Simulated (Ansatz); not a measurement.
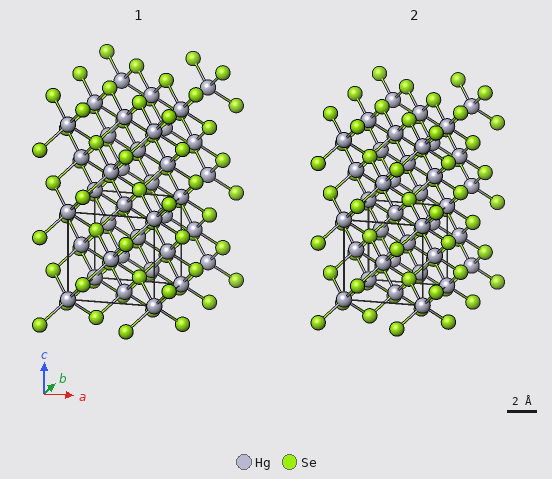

Two geometries of solid HgSe (built on the zincblende type), drawn at one scale. One is the start of a relaxation, the other its converged end. A ball-and-stick model of the conventional cell (4 times the calculation's cell), repeated 1 × 2 × 2 with one cell outlined, seen slightly off an axis. Lengths and directions refer to the drawn axes.

Theory: Ansatz, DFT, PBE, plane waves, PAW. Set-up: plane-wave cutoff 420 eV; k-point mesh 8 × 8 × 8; occupations fermi dirac; smearing width 0.02 eV; no spin polarisation; cell and atoms relaxed; force threshold 0.005 eV/Å.

**Which geometry has the lower energy?**

Structure 1 is the relaxed one. No atom moves by more than 0.005 Å relative to the cell. The drawn cell changes as follows: a = b = c 5.705 → 6.259 Å (+9.7 %); the volume changes by +32.1 %. Near-neighbour distances that change, for instance: Hg–Se 2.471 → 2.710 Å. The space group stays F-43m (No. 216). The energy falls by 420 meV per atom in 5 accepted moves (7 points after the start). All forces vanish by symmetry, so only the cell relaxes. Pressure: 23.81 GPa at the start and 0.02 GPa at the end. The SCF was repeated twice at an unchanged geometry on a basis and grid sized afresh for the cell, which shifted the energy by 2.7 meV per atom at most.
